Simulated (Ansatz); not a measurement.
# Single-point calculation of PtTe₂ (part 2 of 2)

PtTe₂ (P-3m1, 3 atoms in the cell); DFT r2SCAN+U, scalar-relativistic, plane waves, PAW, Ueff = 1 eV on Pt atom 3 d, spin-polarised (Ansatz 0.2.0); cutoff 500 eV, 6×6×4 k-mesh, Gaussian smearing of 0.05 eV, collinear spins. The structure derives from an entry of the Crystallography Open Database. It belongs to a series of runs on one base structure; here: from atoms, default search.

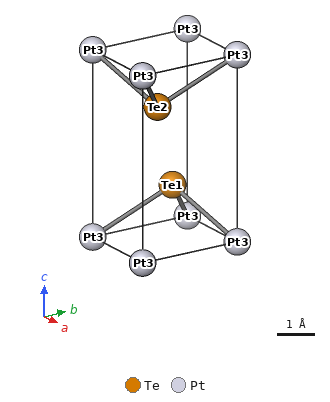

Figure 1. The structure (ball-and-stick view of the cell of the calculation, seen slightly off an axis; atoms are numbered from 1 in the order of the input).

What the program printed, continued
```
SCF iter   1: F=-26526.724526 eV  HF=-26526.464605 eV  |F-HF|=2.60e-1  |Δ(HF+E_count)|=         —  Δρ=3.81e-2 (↑3.81e-2 ↓2.68e-2)  dr2=9.79e-1  dr2_τ=7.74e-2  dr2_m=3.95e-1  M=0.157 μB ∫|m|=0.461 μB  β_m=0.33  ethr=1.95e-3  ⟨swp⟩=1.1  Hψ=30903  notcnv=0
preconditioner: auto → Resta (q_TF=auto, 2.562 Å⁻¹)  ε∞=4.2  [insulator: Δε(μ)=0.054 eV  Ē_g=11.495 eV  σ=0.050 eV  W_gap=0.53  n_scr=22 (ndim 8)  ℏωp=20.4 eV  f_vac=0.007  D(μ)=1.59/eV (n_scr^D=8)  ε∞_Penn≈4.2]
spin=Collinear: Resta preconditioning applied to the charge; magnetization (m = ρ↑ − ρ↓) channel mixes plain (no charge-response kernel on spin).
SCF iter   2: F=-26527.125318 eV  HF=-26526.730346 eV  |F-HF|=3.95e-1  |Δ(HF+E_count)|=   2.66e-1  Δρ=2.35e-2 (↑2.35e-2 ↓2.08e-2)  dr2=2.74e-1  dr2_τ=8.47e-3  dr2_m=2.03e-1  M=0.126 μB ∫|m|=0.353 μB  β_m=0.33  ethr=1.95e-3  ⟨swp⟩=2.0  Hψ=6497  notcnv=0  κ⁻¹=1.0e0(r=1)
preconditioner: auto → Kerker (q_TF=auto, 2.562 Å⁻¹)  [metal: Δε(μ)=0.037 eV  Ē_g=11.586 eV  σ=0.050 eV  W_gap=0.38  n_scr=22 (ndim 8)  ℏωp=20.4 eV  f_vac=0.008  D(μ)=1.33/eV (n_scr^D=8)]
spin=Collinear: Kerker preconditioning applied to the charge; magnetization (m = ρ↑ − ρ↓) channel mixes plain (no charge-response kernel on spin).
SCF iter   3: F=-26527.167590 eV  HF=-26527.060230 eV  |F-HF|=1.07e-1  |Δ(HF+E_count)|=   3.30e-1  Δρ=1.33e-2 (↑1.15e-2 ↓1.33e-2)  dr2=1.26e-1  dr2_τ=1.38e-3  dr2_m=6.52e-2  M=0.050 μB ∫|m|=0.230 μB  β_m=0.30  ethr=5.49e-4  ⟨swp⟩=2.0  Hψ=7418  notcnv=0  defer=324  κ⁻¹=7.6e-2(r=2)
SCF iter   4: F=-26527.196458 eV  HF=-26527.192570 eV  |F-HF|=3.89e-3  |Δ(HF+E_count)|=   1.32e-1  Δρ=5.65e-3 (↑4.78e-3 ↓5.65e-3)  dr2=4.78e-2  dr2_τ=2.12e-4  dr2_m=8.64e-3  M=0.011 μB ∫|m|=0.122 μB  β_m=0.32  ethr=2.52e-4  ⟨swp⟩=2.2  Hψ=5856  notcnv=0  defer=324  κ⁻¹=2.9e-2(r=3)
SCF iter   5: F=-26527.214439 eV  HF=-26527.212858 eV  |F-HF|=1.58e-3  |Δ(HF+E_count)|=   2.03e-2  Δρ=1.96e-3 (↑1.83e-3 ↓1.96e-3)  dr2=7.58e-3  dr2_τ=3.50e-5  dr2_m=1.20e-3  M=-0.005 μB ∫|m|=0.036 μB  β_m=0.30  ethr=9.56e-5  ⟨swp⟩=2.5  Hψ=7502  notcnv=0  defer=417  κ⁻¹=7.2e-4(r=4)
an SCF from ferromagnetic starting moments (0.00, 0.00, 3.00 Bohr magnetons, atom by atom) was given up at its iteration 5, 2.44 meV above the state that the run had reached, since its moments had collapsed: that state stands; the SCF set out from the atoms and, under a Hubbard term, can stand on another filling of the shells than the run's state, so that by this SCF it is not known whether that order lies lower
WARN: the starting moments were not kept: the SCF closed with an absolute magnetisation of 7.9e-6 μB, where they sum to 4 μB in size (1 site). That is at most 0.1 of that sum. Measured as dr2_m measures the in/out step, that magnetisation stands 4.4e-12 eV from none, at or under the dr2_threshold of 1.0e-7 eV: it is no larger than a step whose dr2_m would equal this threshold. The system may hold no moment; this SCF shows only that its start led to no more than that. To try another start: raise the starting moments (crystal.atoms[].spin, magnetization.per_species, magnetization.initial_magnetization, or on a non-collinear deck that types none of these the spinor_matrix: blocks that start its atoms; where the total moment is fixed, keep their sum and leave initial_magnetization as it is; typed ones take the place of any that the run laid by itself, positive ones on a crystal's lanthanoids without a Hubbard term where scf.initial_density.shell_occupations: [] is typed) or, if the notice of its spin-set hold's release reads "site moments contracting" or "site moments show no strong build", lengthen the hold (scf.mixing.spin_hold: { on: { confirm: 4 } }; for m-r²SCAN on two components see the key's manual first). Each may lead to a state that holds a moment. A second SCF, from the converged charge density, with the starting moments and any scf.initial_density.shell_occupations laid on it anew, would have followed, and was not run: the deck does not ask for one (magnetization.retry_lost_moments is false, the default). To let it run, set magnetization.retry_lost_moments: true and run the deck again, where that key's refused combinations let it; where memory then withholds it, that run's warning says so.
this state was not tested for a lower state beside it, because the mixer in use, unlike msr1, does not test its closes by its own steps (another_mixer; see scf.mixing.algorithm and scf.lower_state_search)
SCF converged after 18 iterations
Magnetization: 0.0000 μB (25.0000 up, 25.0000 down)
Absolute magnetization: 0.0000 μB (∫|ρ↑−ρ↓|, with the PAW one-centre terms)
Spin contamination: 0.0000 ħ² per cell (⟨S²⟩ above its minimum at these occupations)
Per-site moments (μB) at R_I (Å): [(1.1584038209601496e-6, 1.0975328539957738), (1.1584038209219563e-6, 1.0975328539957738), (1.5541673633429332e-7, 1.0975328539957738)]
Free energy (F): -26527.216877 eV
Harris-Foulkes:  -26527.216877 eV  (|F-HF|=1.49e-10)
Internal energy: -26527.216139 eV  (E = F + TS)
E sigma→0 (E₀):  -26527.216508 eV
Entropy (-TS):   -0.000738 eV (-0.246 meV/atom)
Fermi energy:    13.906856 eV
--- Per-component energies (eV) ---
  E_band       = -740.538526
  E_kinetic    = 1003.412174
  E_local      = -4562.167690  (includes V_loc(G=0)·N_el)
  E_nonlocal   = -419.567827
  E_hartree    = 2426.271523
  E_xc         = -482.847483
  E_vxc        = -564.700078  (∫ρ·V_xc dr)
  E_hubbard    = 0.415654  (on-site DFT+U / exact-exchange correction)
  E_vhub       = -3.652022  (the Hubbard potential's part of the band-sum identity)
  E_paw        = -18853.652125  (= ΣΔE_a)
  E_vpaw       = -1081.935639  (= ΣTr[D̂ρ^β])
  E_aug_tail   = 0.000093  (compensation charges beyond the density's cutoff)
  E_vtau       = 35.529100  (kinetic-family band-sum trace: ∫τ·v_τ [+ j·A + Jᵃ·Aᵃ] dr)
  E_ewald      = -5639.418675
  E_core_change = 0.338216  (= ΣΔE_core)
  E_smearing   = -0.000738  (= −TS)
  E_closure    = -0.000000  (closes the sum)
  Σ components = -26527.216877   (vs F -26527.216877, Δ=0.00e0)
--- Forces (eV/Å), atoms counted from 1 ---
  atom   1  Te     0.00000000    -0.00000000     0.82433804
  atom   2  Te    -0.00000000     0.00000000    -0.82433804
  atom   3  Pt     0.00000000     0.00000000     0.00000000
  max |Σ_I F_I| component: 1.73e-18 eV/Å
--- Stress (GPa, compression-positive) ---
        6.050290      -0.000000       0.000000
       -0.000000       6.050290      -0.000000
        0.000000      -0.000000       6.211121
  P = ⅓ Tr σ = 6.1039 GPa (61.039 kbar)
--- Band table (eV; the first three rows and the last of 48) ---
  k-point 0 ↑: bands = ["-87.4780", "-41.1627", "-41.1627", "-41.0298", "-24.7280", "-24.7280", "-24.7093", "-24.7093", "-24.7088", "-24.7082", "-24.7082", "-24.7049", "-24.6958", "-24.6958", "-0.9665", "2.7765", "6.5526", "7.3425", "7.3425", "9.2961", "9.2961", "10.7110", "13.2096", "13.2096", "15.0258", "15.0258", "15.2903", "16.9505", "18.7599", "20.0799", "20.0799", "23.9179", "24.0340"]
  k-point 1 ↑: bands = ["-87.4780", "-41.1627", "-41.1627", "-41.0298", "-24.7253", "-24.7253", "-24.7105", "-24.7105", "-24.7099", "-24.7099", "-24.7082", "-24.7054", "-24.6956", "-24.6956", "-0.6923", "1.9148", "7.3825", "7.3825", "7.5897", "9.2763", "9.2763", "10.8916", "12.8627", "12.8627", "14.0242", "15.5975", "15.5975", "17.4214", "19.5091", "19.6702", "19.6702", "22.6833", "22.7932"]
  k-point 2 ↑: bands = ["-87.4780", "-41.1627", "-41.1627", "-41.0298", "-24.7208", "-24.7208", "-24.7144", "-24.7144", "-24.7108", "-24.7108", "-24.7072", "-24.7063", "-24.6953", "-24.6953", "-0.2266", "1.0298", "7.4237", "7.4237", "8.5532", "9.2578", "9.2578", "11.5274", "12.4172", "12.5949", "12.5949", "16.1960", "16.1960", "18.2853", "19.1460", "19.1460", "20.1386", "21.3034", "21.6334"]
  k-point 23 ↓: bands = ["-87.4780", "-41.1656", "-41.1656", "-41.0294", "-24.7196", "-24.7196", "-24.7168", "-24.7167", "-24.7065", "-24.7065", "-24.7060", "-24.6988", "-24.6971", "-24.6971", "1.5389", "1.5389", "7.2031", "7.2031", "7.3171", "9.3069", "9.3069", "9.5438", "9.6219", "10.6403", "10.6403", "16.3965", "16.3965", "20.0342", "21.1308", "21.1308", "21.3401", "22.5849", "23.2331"]
Occupation matrices written to [file]
--- Löwdin populations: 3 sites ---
  site symbol       q [e]    m [muB]
     0     Te     15.9671     0.0000
     1     Te     15.9671     0.0000
     2     Pt     17.7994    -0.0000
  spilling = 0.005329 (of n_electrons = 50.000000)
--- Occupation matrices: 1 shell (run DFT+U table (all-electron-ortho-atomic); ε = 2.07e-4) ---
  Pt2 d_5D: site group D3d (-3m)
  Pt2 d_5D up     Tr n = 4.4833  λ = 0.777 0.777 0.975 0.977 0.977  [2× xz 0.30 Eg(1.00) | z2 1.00 A1g(1.00) | 2× x2-y2 0.30 Eg(1.00)]
  Pt2 d_5D dn     Tr n = 4.4833  λ = 0.777 0.777 0.975 0.977 0.977  [2× xz 0.30 Eg(1.00) | z2 1.00 A1g(1.00) | 2× x2-y2 0.30 Eg(1.00)]
  Tr n, λ and their labels are of the run-group-symmetrised matrices; stabiliser: 24 of 24 elements of G0×{1,Θ} (closed), max defect 2.0e-7 at τ = 4.4e-5
```

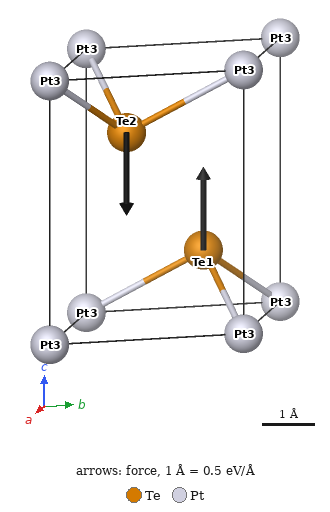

Figure 2. Forces on the atoms as black arrows (ball-and-stick view of the cell of the calculation, seen slightly off an axis; atoms are numbered from 1 in the order of the input). The largest act on Te1, Te2 (0.82 eV/Å). The geometry is not a stationary point of this energy.

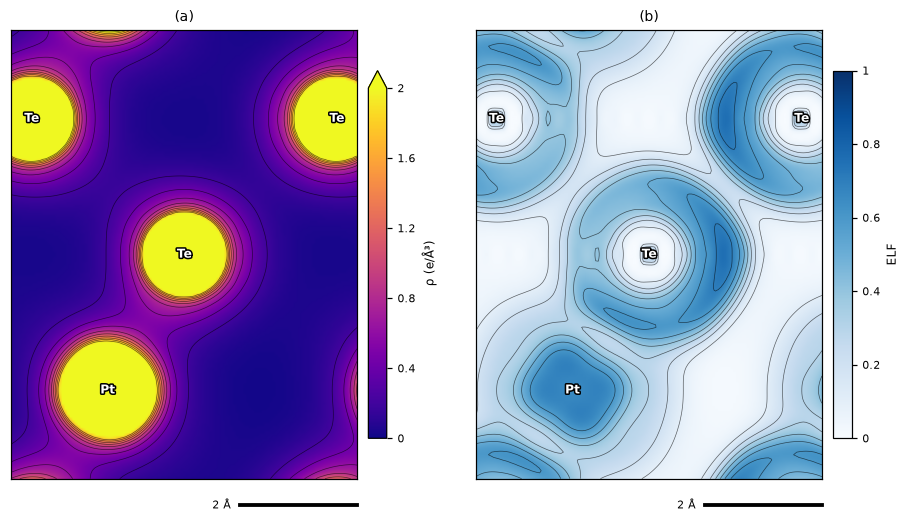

Figure 3. (a) valence electron density; (b) electron localisation function on the (110) plane of the conventional cell. Atoms in the plane: Te and Pt. Te–Pt (2.66 Å): ρ is about 0.52 e/Å³ halfway; the ELF is about 0.55 at the midpoint. Away from the nuclei the density in this plane falls to 0.02 e/Å³ at its lowest. The strong features right at Pt lie inside the PAW spheres (semicore, d or f shells) and say nothing about bonding. The fields are those of the smooth PAW valence density.

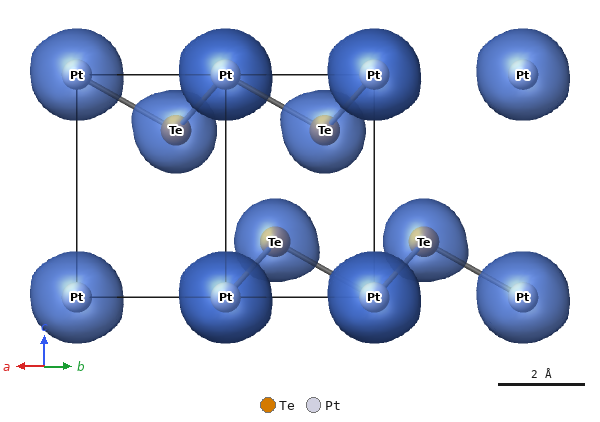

Figure 4. Isosurface of the valence pseudo-density at 0.6 e/Å³ (blue), seen along [110]. Sticks mark near contacts. The outline is the cell set on symmetry axes. At this value the density breaks into separate islands; it holds about 75 % of the electrons treated as valence (semicore included). It is pinched off along the Te–Pt (2.66 Å) contacts. On the grid the lowest density along these lines, outside the cores, is 0.52 e/Å³ (Te–Pt, 2.66 Å).

The run was set up as follows.

Input file
```yaml
crystal:
  lattice:
    - [4.01799945, 0.0, 0.0]
    - [-2.00899973, 3.4796896, 0.0]
    - [0.0, 0.0, 5.21199933]
  atoms:
    - { symbol: Te, position: [0.3333333333, 0.6666666667, 0.25] }
    - { symbol: Te, position: [0.6666666667, 0.3333333333, 0.75] }
    - { symbol: Pt, position: [0.0, 0.0, 0.0], spin: 4.0 }
basis:
  ecutwfc: 500
  ecutrho_ratio: 4
kpoints:
  mp_grid: { grid: [6, 6, 4] }
hamiltonian:
  xc: r2scan
  hubbard: { sites: [{ site: 2, l: d, u_eff: 1.0 }] }
scf:
  occupations: { method: gaussian, width: 0.05 }
output:
  forces: true
  stress: true
  eigenvalues: true
  populations: true
  hubbard: { sites: [{ site: 2, l: d }] }
  write_density: true
  write_potential: true
  elf: true
  volumetric_format: npy
magnetization:
  spin_polarized: true
```

Launch command:
```bash
ansatz run input.yaml --threads 4 --pin off --max-ram 6144MiB --backend cpu --events-out ev --progress --plain --runs-dir out
```

Summary

```csv
quantity,value
outcome,converged
space group (tolerance 0.01 Å),P-3m1 (164)
electrons treated,50
free energy,−26527.2169 eV
Fermi energy,13.907 eV
gap on the k-point mesh,none (metallic)
net moment of the cell,0.00 μB
integrated absolute moment,0.00 μB
pressure,6.10 GPa
largest force (length of the vector),0.824 eV/Å
hardware,"4 threads of Intel Xeon @ 2.60GHz (Ice Lake), 24 GiB of memory available, shared host"
wall time,17 s (CPU time 65 s)
peak memory,0.86 GiB
```

Remarks

Warnings of the run: some starting moments were not kept; the state was not tested for a lower one. Spin–orbit coupling is left out, which matters for Pt. The cell is under a pressure of 6.1 GPa at this level, so it is not at its equilibrium volume.
